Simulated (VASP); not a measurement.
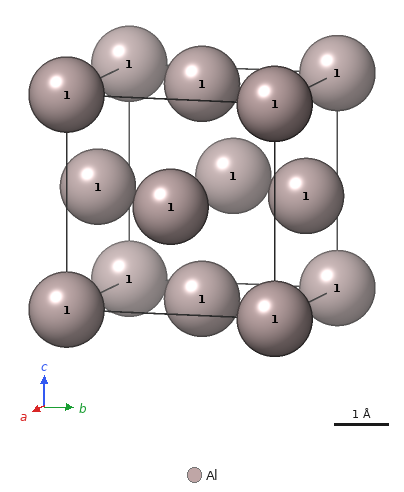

*The input geometry (spheres-only view of the cell 4 times as large as that of the calculation, set on its symmetry axes, seen slightly off an axis; atoms are numbered from 1 in the order of the input).*

## Geometry relaxation of Al

Al (Fm-3m, 1 atom in the cell), computed with Kohn-Sham DFT of a periodic cell, PBE, VASP PAW PBE potentials, recommended, no spin polarisation (VASP 6.6.1).

The structure derives from an entry of the Crystallography Open Database.

### OSZICAR
```
N       E                     dE             d eps       ncg     rms          rms(c)
DAV:   1    -0.168338794549E+01   -0.16834E+01   -0.87954E+02  2045   0.327E+02
DAV:   2    -0.374426252738E+01   -0.20609E+01   -0.19419E+01  2515   0.306E+01
DAV:   3    -0.376664654614E+01   -0.22384E-01   -0.22045E-01  2615   0.351E+00
DAV:   4    -0.376672340421E+01   -0.76858E-04   -0.76847E-04  2585   0.198E-01
DAV:   5    -0.376672390076E+01   -0.49655E-06   -0.49638E-06  2680   0.122E-02    0.129E+00
DAV:   6    -0.375380010613E+01    0.12924E-01   -0.16776E-03  2280   0.312E-01    0.752E-01
DAV:   7    -0.374436970222E+01    0.94304E-02   -0.50307E-03  2310   0.506E-01    0.145E-01
DAV:   8    -0.374436577774E+01    0.39245E-05   -0.24177E-05  2415   0.527E-02    0.707E-03
DAV:   9    -0.374436426925E+01    0.15085E-05   -0.10215E-06  2375   0.699E-03    0.121E-03
DAV:  10    -0.374436388008E+01    0.38918E-06   -0.57957E-09  1350   0.836E-04
   1 F= -.37443639E+01 E0= -.37429247E+01  d E =-.374436E+01
       N       E                     dE             d eps       ncg     rms          rms(c)
DAV:   1    -0.374455391425E+01   -0.18964E-03   -0.27783E-03  2460   0.334E-01    0.444E-02
DAV:   2    -0.374454245909E+01    0.11455E-04   -0.17712E-05  2145   0.367E-02    0.167E-02
DAV:   3    -0.374453494038E+01    0.75187E-05   -0.26877E-06  2395   0.105E-02    0.514E-03
DAV:   4    -0.374453464822E+01    0.29216E-06   -0.23795E-07  1155   0.310E-03
   2 F= -.37445346E+01 E0= -.37430682E+01  d E =-.170768E-03
```

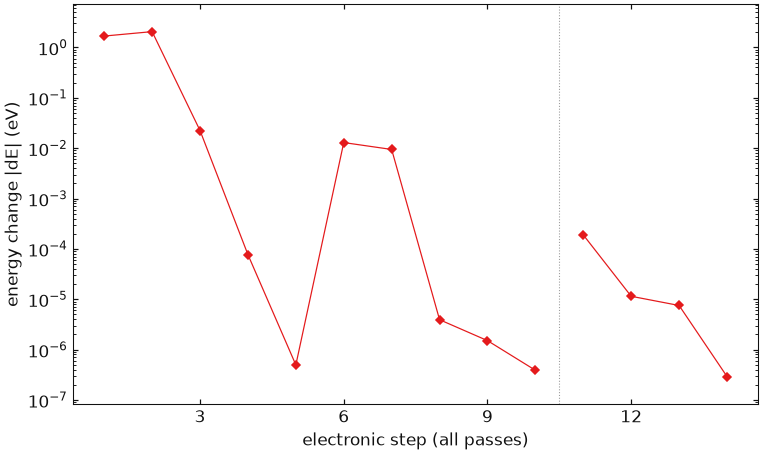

*Convergence of the self-consistent field: energy change |dE| against the electronic step. Each stretch between dotted lines is the SCF of one geometry step of a relaxation.*

The 2 ionic steps take 4 to 10 electronic steps each. The density is held fixed in the first few steps, and dE rises again when its update begins.

### Parts of OUTCAR
```
PREC = Accurate
   ENCUT = 520
   EDIFF = 1E-6
   ISMEAR = 0
   LREAL = F
   LASPH = T
   NELM = 120
   ISIF = 3
   GGA = PE
   IBRION = 2
   NSW = 90
   EDIFFG = -0.01

 ion  position               nearest neighbor table
   1  0.000  0.000  0.000-

  LATTYP: Found a face centered cubic cell.
 ALAT       =     4.0496100000

  Lattice vectors:

 A1 = (   0.0000000000,   2.0248050000,   2.0248050000)
 A2 = (   2.0248050000,   0.0000000000,   2.0248050000)
 A3 = (   2.0248050000,   2.0248050000,   0.0000000000)

Analysis of symmetry for initial positions (statically):
=====================================================================
 Subroutine PRICEL returns:
 Original cell was already a primitive cell.

 Routine SETGRP: Setting up the symmetry group for a
 face centered cubic supercell.

 Subroutine GETGRP returns: Found 48 space group operations
 (whereof 48 operations were pure point group operations)
 out of a pool of 48 trial point group operations.

The static configuration has the point symmetry O_h .

Analysis of symmetry for dynamics (positions and initial velocities):
=====================================================================
 Subroutine PRICEL returns:
 Original cell was already a primitive cell.

 Routine SETGRP: Setting up the symmetry group for a
 face centered cubic supercell.

 Subroutine GETGRP returns: Found 48 space group operations
 (whereof 48 operations were pure point group operations)
 out of a pool of 48 trial point group operations.

The dynamic configuration has the point symmetry O_h .

 Subroutine INISYM returns: Found 48 space group operations
 (whereof 48 operations are pure point group operations),
 and found     1 'primitive' translations

----------------------------------------------------------------------------------------

                                     Primitive cell

  volume of cell :      16.6027

  direct lattice vectors                    reciprocal lattice vectors
     0.000000000  2.024805000  2.024805000    -0.246937359  0.246937359  0.246937359
     2.024805000  0.000000000  2.024805000     0.246937359 -0.246937359  0.246937359
     2.024805000  2.024805000  0.000000000     0.246937359  0.246937359 -0.246937359

  length of vectors
     2.863506692  2.863506692  2.863506692     0.427708053  0.427708053  0.427708053

  position of ions in fractional coordinates (direct lattice)
     0.000000000  0.000000000  0.000000000

  ion indices of the primitive-cell ions
   primitive index   ion index
                 1           1

----------------------------------------------------------------------------------------

 KPOINTS: regular mesh

Automatic generation of k-mesh.
 Grid dimensions read from file:
 generate k-points for:   18   18   18

 Generating k-lattice:

  Cartesian coordinates                     Fractional coordinates (reciprocal lattice)
    -0.013718742  0.013718742  0.013718742     0.055555556  0.000000000  0.000000000
     0.013718742 -0.013718742  0.013718742     0.000000000  0.055555556  0.000000000
     0.013718742  0.013718742 -0.013718742     0.000000000  0.000000000  0.055555556

  Length of vectors
     0.023761558  0.023761558  0.023761558

  Shift w.r.t. Gamma in fractional coordinates (k-lattice)
     0.000000000  0.000000000  0.000000000

 Subroutine IBZKPT returns following result:
 ===========================================

 Found    195 irreducible k-points:

 Following reciprocal coordinates:
            Coordinates               Weight
  0.000000  0.000000  0.000000      1.000000
  0.055556  0.000000  0.000000      8.000000
  0.111111  0.000000  0.000000      8.000000
  0.166667  0.000000  0.000000      8.000000
  0.222222  0.000000  0.000000      8.000000
  0.277778  0.000000  0.000000      8.000000
  0.333333  0.000000  0.000000      8.000000
  0.388889  0.000000  0.000000      8.000000
  0.444444  0.000000  0.000000      8.000000
  0.500000  0.000000  0.000000      4.000000
  0.055556  0.055556  0.000000      6.000000
  0.111111  0.055556  0.000000     24.000000
  0.166667  0.055556  0.000000     24.000000
  0.222222  0.055556  0.000000     24.000000
  0.277778  0.055556  0.000000     24.000000
  0.333333  0.055556  0.000000     24.000000
  0.388889  0.055556  0.000000     24.000000
  0.444444  0.055556  0.000000     24.000000
  0.500000  0.055556  0.000000     24.000000
 -0.444444  0.055556  0.000000     24.000000
 -0.388889  0.055556  0.000000     24.000000
 -0.333333  0.055556  0.000000     24.000000
 -0.277778  0.055556  0.000000     24.000000
 -0.222222  0.055556  0.000000     24.000000
 [... further k-points ...]
   k-points           NKPTS =    195   k-points in BZ     NKDIM =    195   number of bands    NBANDS=      5
   number of dos      NEDOS =    301   number of ions     NIONS =      1
   total plane-waves  NPLWV =  13824
   dimension x,y,z NGX =    24 NGY =   24 NGZ =   24
   dimension x,y,z NGXF=    48 NGYF=   48 NGZF=   48
   ions per type =               1
   NGX,Y,Z   is equivalent  to a cutoff of  13.93, 13.93, 13.93 a.u.
   NGXF,Y,Z  is equivalent  to a cutoff of  27.87, 27.87, 27.87 a.u.
 SYSTEM =  unknown system
   PREC   = accura    normal or accurate (medium, high low for compatibility)
   ISTART =      0    job   : 0-new  1-cont  2-samecut
   ICHARG =      2    charge: 1-file 2-atom 10-const
   ISPIN  =      1    spin polarized calculation?
   LNONCOLLINEAR =      F non collinear calculations
   LSORBIT =      F    spin-orbit coupling
   LASPH  =      T    aspherical Exc in radial PAW
   ENCUT  =  520.0 eV  38.22 Ry    6.18 a.u.   5.32  5.32  5.32*2*pi/ulx,y,z
   NELM   =    120;   NELMIN=  2; NELMDL= -5     # of ELM steps
   EDIFF  = 0.1E-05   stopping-criterion for ELM
   LREAL  =      F    real-space projection
   EDIFFG = -.1E-01   stopping-criterion for IOM
   NSW    =     90    number of steps for IOM
   IBRION =      2    ionic relax: 0-MD 1-quasi-New 2-CG
   NFREE  =      1    steps in history (QN), initial steepest desc. (CG)
   ISIF   =      3    stress and relaxation
   ISYM   =      2    0-nonsym 1-usesym 2-fastsym
   POTIM  = 0.5000    time-step for ionic-motion
   TEBEG  =    0.0;   TEEND  =   0.0 temperature during run
   PSTRESS=    0.0 pullay stress
   NELECT =       3.0000    total number of electrons
   NUPDOWN=      -1.0000    fix difference up-down
   EMIN   =  10.00;   EMAX   =-10.00  energy-range for DOS
   EFERMI =   0.00;   METHOD = LEGACY
   ISMEAR =     0;   SIGMA  =   0.10  broadening in eV -4-tet -1-fermi 0-gaus
   EFERMI_NEDOS =   21; number of points for ismear=-14 and -15
   IALGO  =     38    algorithm
   IMIX   =      4    mixing-type and parameters
     AMIX     =   0.40;   BMIX     =  1.00
     AMIX_MAG =   1.60;   BMIX_MAG =  1.00
  volume/ion in A,a.u.               =      16.60       112.04
  Fermi-wavevector in a.u.,A,eV,Ry     =   0.925526  1.748991 11.654733  0.856599
  Thomas-Fermi vector in A             =   2.051390
   LORBIT       =      0    0 simple, 1 ext, 2 COOP (PROOUT), +10 PAW based schemes
   GGA     = PE    functional components
   LHFCALC =     F    Hartree Fock is set to
   AEXX    =    0.0000 exact exchange contribution
   IVDW    =     0    specifies the selected vdW correction
   LEPSILON=     F    determine dielectric tensor
   LRPA    =     F    only Hartree local field effects (RPA)
 conjugate gradient relaxation of ions
 non-spin polarized calculation
 Gauss-broadening in eV      SIGMA  =   0.10
  energy-cutoff  :      520.00
  volume of cell :       16.60
 maximum number of plane-waves:       459
 NGX is ok and might be reduce to    24
   NGX = 11   NGY = 11   NGZ = 11

--------------------------------------- Ionic step        1  -------------------------------------------

 number of electron       3.0000000 magnetization

 Free energy of the ion-electron system (eV)
  ---------------------------------------------------
  ext. energy  EPLUGINS =         0.00000000
  ---------------------------------------------------
  free energy    TOTEN  =        -3.74436388 eV

  energy without entropy =       -3.74148560  energy(sigma->0) =       -3.74292474

------------------------ aborting loop because EDIFF is reached ----------------------------------------

  FORCE on cell =-STRESS in cart. coord.  units (eV):
  Direction    XX          YY          ZZ          XY          YZ          ZX
  --------------------------------------------------------------------------------------
  -------------------------------------------------------------------------------------
  Total       -0.0517817     -0.0517817     -0.0517817      0.0000000     -0.0000000      0.0000000
  in kB       -4.9969803     -4.9969803     -4.9969803      0.0000000     -0.0000000      0.0000000
  external PRESSURE =      -4.9969803 kB  Pullay stress =       0.0000000 kB

 VOLUME and BASIS-vectors are now :
 -----------------------------------------------------------------------------
  energy-cutoff  :      520.00
  volume of cell :       16.60
      direct lattice vectors                 reciprocal lattice vectors
     0.000000000  2.024805000  2.024805000    -0.246937359  0.246937359  0.246937359
     2.024805000  0.000000000  2.024805000     0.246937359 -0.246937359  0.246937359
     2.024805000  2.024805000  0.000000000     0.246937359  0.246937359 -0.246937359

 POSITION                                       TOTAL-FORCE (eV/Angst)
 -----------------------------------------------------------------------------------
      0.00000      0.00000      0.00000         0.000000     -0.000000     -0.000000
 -----------------------------------------------------------------------------------
    total drift:                                0.000000     -0.000000      0.000000

  FREE ENERGIE OF THE ION-ELECTRON SYSTEM (eV)
  ---------------------------------------------------
  free  energy   TOTEN  =        -3.7443638801 eV

  energy  without entropy=       -3.7414856026  energy(sigma->0) =       -3.74292474

--------------------------------------- Ionic step        2  -------------------------------------------

 number of electron       3.0000000 magnetization

 Free energy of the ion-electron system (eV)
  ---------------------------------------------------
  ext. energy  EPLUGINS =         0.00000000
  ---------------------------------------------------
  free energy    TOTEN  =        -3.74453465 eV

  energy without entropy =       -3.74160178  energy(sigma->0) =       -3.74306821

 E-fermi :   8.0050     XC(G=0): -10.2012     alpha+bet :-14.8957

 val. band max:        8.0046721895   @ k =  -0.2778   0.5000   0.2222
 cond. band min:       8.0191209809   @ k =  -0.4444   0.3333   0.1111
 fundamental gap:      0.0144487914
 Fermi energy:         8.0050281416

 k-point     1 :       0.0000    0.0000    0.0000
  band No.  band energies     occupation
      1      -3.1297      2.00000
      2      20.6401      0.00000
      3      20.6401      0.00000
      4      20.6401      0.00000
      5      22.1419      0.00000

 k-point     2 :       0.0556    0.0000    0.0000
  band No.  band energies     occupation
      1      -3.0457      2.00000
      2      19.1231      0.00000
      3      20.3293      0.00000
      4      20.3293      0.00000
      5      22.5837      0.00000

 k-point     3 :       0.1111    0.0000    0.0000
  band No.  band energies     occupation
      1      -2.7940      2.00000
      2      16.8992      0.00000
      3      19.8183      0.00000
      4      19.8183      0.00000
      5      22.7768      0.00000

 k-point     4 :       0.1667    0.0000    0.0000
  band No.  band energies     occupation
      1      -2.3756      2.00000
      2      14.6606      0.00000
      3      19.3730      0.00000
      4      19.3730      0.00000
      5      22.6138      0.00000

 k-point     5 :       0.2222    0.0000    0.0000
  band No.  band energies     occupation
      1      -1.7919      2.00000
      2      12.4980      0.00000
      3      19.0457      0.00000
      4      19.0457      0.00000
      5      22.4429      0.00000

 [... the levels of 18 k-points are left out ...]

 k-point    24 :      -0.2222    0.0556    0.0000
  band No.  band energies     occupation
      1      -1.4871      2.00000
      2      11.8575      0.00000
      3      17.3066      0.00000
      4      20.1604      0.00000
      5      21.9071      0.00000

 [... further k-points ...]

------------------------ aborting loop because EDIFF is reached ----------------------------------------

  FORCE on cell =-STRESS in cart. coord.  units (eV):
  Direction    XX          YY          ZZ          XY          YZ          ZX
  --------------------------------------------------------------------------------------
  -------------------------------------------------------------------------------------
  Total        0.0068231      0.0068231      0.0068231      0.0000000     -0.0000000      0.0000000
  in kB        0.6633958      0.6633958      0.6633958      0.0000000     -0.0000000      0.0000000
  external PRESSURE =       0.6633958 kB  Pullay stress =       0.0000000 kB

 VOLUME and BASIS-vectors are now :
 -----------------------------------------------------------------------------
  energy-cutoff  :      520.00
  volume of cell :       16.48
      direct lattice vectors                 reciprocal lattice vectors
     0.000000000  2.019746857  2.019746857    -0.247555776  0.247555776  0.247555776
     2.019746857 -0.000000000  2.019746857     0.247555776 -0.247555776  0.247555776
     2.019746857  2.019746857  0.000000000     0.247555776  0.247555776 -0.247555776

 POSITION                                       TOTAL-FORCE (eV/Angst)
 -----------------------------------------------------------------------------------
      0.00000      2.01975      2.01975         0.000000      0.000000      0.000000
 -----------------------------------------------------------------------------------
    total drift:                                0.000000      0.000000     -0.000000

  FREE ENERGIE OF THE ION-ELECTRON SYSTEM (eV)
  ---------------------------------------------------
  free  energy   TOTEN  =        -3.7445346482 eV

  energy  without entropy=       -3.7416017817  energy(sigma->0) =       -3.74306821

 reached required accuracy - stopping structural energy minimisation
```

### CONTCAR
```
Al
   1.00000000000000
     0.0000000000000000    2.0197468574402020    2.0197468574402020
     2.0197468574402020   -0.0000000000000000    2.0197468574402020
     2.0197468574402020    2.0197468574402020    0.0000000000000000
  Al
     1
Direct
     1.0000000000000000    0.0000000000000000    0.0000000000000000

  0.00000000E+00  0.00000000E+00  0.00000000E+00
```

### Trajectory as extended XYZ (Å, eV, eV/Å), 2 frames, from step=0 to step=1
```
1
Lattice="0.0000 2.0248 2.0248 2.0248 0.0000 2.0248 2.0248 2.0248 0.0000" Properties=species:S:1:pos:R:3:forces:R:3 step=0 energy=-3.74436
Al    0.0000    0.0000    0.0000    0.0000   0.0000   0.0000
1
Lattice="0.0000 2.0197 2.0197 2.0197 -0.0000 2.0197 2.0197 2.0197 0.0000" Properties=species:S:1:pos:R:3:forces:R:3 step=1 energy=-3.74453
Al    0.0000    2.0197    2.0197    0.0000   0.0000   0.0000
```

The run was set up as follows.

### INCAR
```
PREC = Accurate
ENCUT = 520
EDIFF = 1E-6
ISMEAR = 0
SIGMA = 0.1
LREAL = F
LASPH = T
NELM = 120
ALGO = Normal
ISIF = 3
LWAVE = F
LCHARG = F
GGA = PE
IBRION = 2
NSW = 90
EDIFFG = -0.01
```

### KPOINTS
```
regular mesh
0
Gamma
  18 18 18
```

### POSCAR
```
Al
1.0
    0.0000000000      2.0248050000      2.0248050000
    2.0248050000      0.0000000000      2.0248050000
    2.0248050000      2.0248050000      0.0000000000
Al
1
Direct
    0.0000000000      0.0000000000      0.0000000000
```

Launched with:
```bash
cat potpaw_PBE.64/Al/POTCAR > POTCAR
mpirun -np 1 vasp_std > vasp.out
```

### Key numbers

| quantity | value |
| --- | --- |
| outcome | converged |
| space group (tolerance 0.01 Å) | Fm-3m (225) |
| electrons treated | 3 |
| free energy | −3.7445 eV |
| Fermi energy | 8.005 eV |
| gap on the k-point mesh | none (metallic) |
| pressure | 0.07 GPa |
| final volume | 16.48 Å³ |
| largest force (length of the vector) at the end | under 0.001 eV/Å |
| final cell | a = 2.856 Å, b = 2.856 Å, c = 2.856 Å, α = 60.00°, β = 60.00°, γ = 60.00° |
| hardware | 1 thread of Intel Xeon (Sapphire Rapids), 128 GiB of memory available, shared host |
| wall time | 7.4 s |
| peak memory | 0.14 GiB |
